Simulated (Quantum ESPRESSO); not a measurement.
**Energy of P along an even scaling of the cell**

System: P (Imma, 2 atoms in the cell).
Method: Kohn-Sham DFT of a periodic cell, PBE, SSSP 1.3 efficiency PBE, no spin polarisation (Quantum ESPRESSO 7.5).

The 7 runs differ only in the geometry, by an even scaling of the cell at fixed fractional positions. The structure derives from a Materials Project entry.

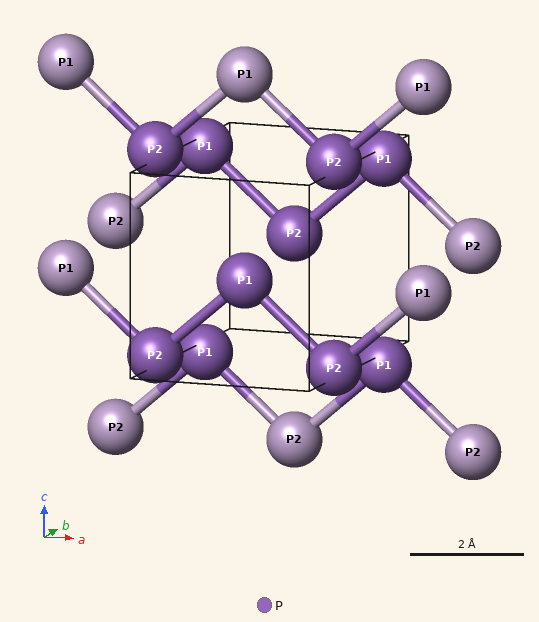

Figure 1. The structure of run 4 (ball-and-stick view of the cell 2 times as large as that of the calculation, set on its symmetry axes, seen slightly off an axis; neighbours outside the cell are drawn fainter; atoms are numbered from 1 in the order of the input).

**Input of run 4**
```
&CONTROL
  calculation = 'scf'
  prefix = 'pwscf'
  outdir = './tmp'
  pseudo_dir = './pseudo'
  tprnfor = .true.
  tstress = .true.
  disk_io = 'nowf'
/
&SYSTEM
  ibrav = 0
  nat = 2
  ntyp = 1
  ecutwfc = 55
  ecutrho = 440
  nbnd = 10
  occupations = 'smearing'
  smearing = 'fd'
  degauss = 0.00367493
/
&ELECTRONS
  conv_thr = 4d-10
  electron_maxstep = 120
  mixing_beta = 0.5
/
ATOMIC_SPECIES
P     30.9738 P.pbe-n-rrkjus_psl.1.0.0.UPF
CELL_PARAMETERS angstrom
  -1.6915100431    2.5151650373    1.8589441358
   1.6915100431   -2.5151650373    1.8589441358
   1.6915100431    2.5151650373   -1.8589441358
ATOMIC_POSITIONS crystal
P      0.6966908900    0.9466908900    0.7500000000
P      0.3033091100    0.0533091100    0.2500000000
K_POINTS automatic
11 11 11 0 0 0
```

Command:
```bash
OMP_NUM_THREADS=1 pw.x -in pw.in > pw.out
```

Run 2 differs from it as follows:
```diff
-  -1.6915100431    2.5151650373    1.8589441358
-   1.6915100431   -2.5151650373    1.8589441358
-   1.6915100431    2.5151650373   -1.8589441358
+  -1.6686489969    2.4811721536    1.8338201893
+   1.6686489969   -2.4811721536    1.8338201893
+   1.6686489969    2.4811721536   -1.8338201893
```

**Results, with one run withheld**

```csv
run,volume per atom (Å³),"free energy per atom, from the lowest run given (meV)",pressure (GPa)
1,14.868,41.07,10.18
2,15.185,?,?
3,15.501,11.32,5.04
4,15.817,3.58,2.83
5,16.134,0.00,0.83
6,16.450,0.17,−0.98
7,16.767,3.71,−2.59
```

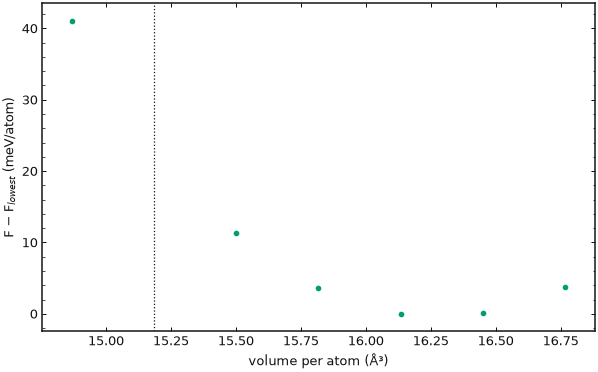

Figure 2. Free energy per atom of the runs given; the dotted line marks run 2.

What should run 2 give?

A cubic polynomial in V^(−2/3) (the Birch–Murnaghan form), fitted to the 6 runs given, misses them by at most 0.01 meV per atom. With x = V^(−2/3) − 0.15814 Å⁻², it reads F = 2.2446 + 2144.4 x + 4.4115e+05 x² + 3.3301e+05 x³ (meV per atom). At run 2 it gives 23.62 meV per atom, and the run itself gives 23.65. The slope of the fit gives a pressure −dF/dV of 7.48 GPa there, and the run prints 7.48 GPa. The fit has its minimum at 16.276 Å³ per atom, where V d²F/dV² gives 93.1 GPa. Cell shape and fractional positions are held, so this is the stiffness under even scaling; the relaxed bulk modulus wasn't computed.

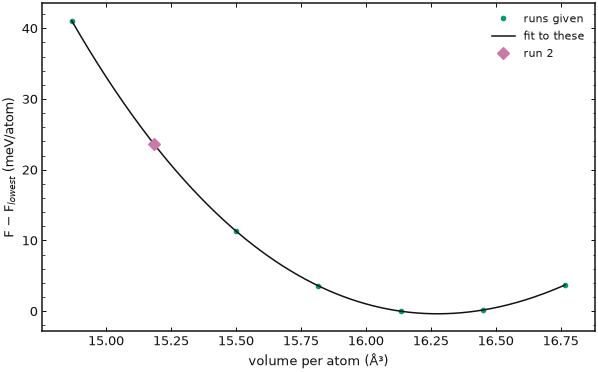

Figure 3. The fit and the withheld run.

**Some lines of the output (run 2)**
```
[...]
     unit-cell volume          =     204.9440 (a.u.)^3
     number of k points=   216  Fermi-Dirac smearing, width (Ry)=  0.0037
     total energy              =     -28.07740854 Ry
     total energy              =     -28.07735751 Ry
     total energy              =     -28.07744344 Ry
     total energy              =     -28.07745340 Ry
     total energy              =     -28.07745374 Ry
     total energy              =     -28.07745375 Ry
     total energy              =     -28.07745376 Ry
     the Fermi energy is    10.8765 ev
!    total energy              =     -28.07745376 Ry
     The total energy is F=E-TS. E is the sum of the following terms:
     Computing stress (Cartesian axis) and pressure
          total   stress  (Ry/bohr**3)                   (kbar)     P=       74.85
```
